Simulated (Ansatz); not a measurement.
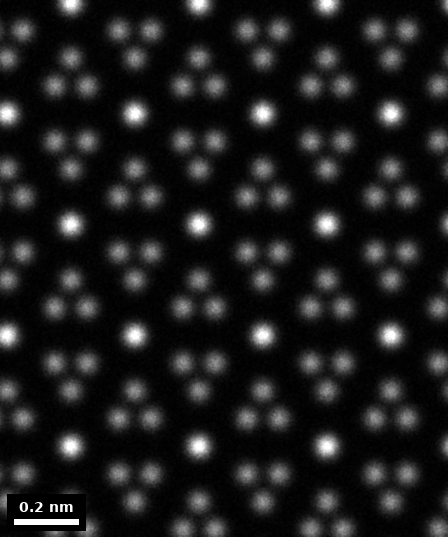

Dark-field STEM-like image of a crystal. Simulated incoherent Z contrast: every atom adds Z^1.8 spread by a probe of 0.53 Å full width; channelling and multiple scattering are left out. Shot noise was added.

Give the net of the columns and its spacings.

The pattern repeats on a hexagonal net with a repeat of 4.0 Å.

Which plane group does this projection have?

p6mm: sixfold points with mirror lines through them.

How many columns does the smallest repeating cell hold, and how many levels of brightness?

7 columns in the primitive cell of 13.9 Å², with 2 levels of brightness (about 100, 50 % of the brightest, counted from the darkest point).

The crystal is P (Pm-3n, No. 223) seen along [111]. Structure used: the geometry relaxed with DFT, PBE, plane waves (420 eV) with PAW, scalar-relativistic (Ansatz 0.2.0); the starting structure was generated, so it need not be a known form of this composition.
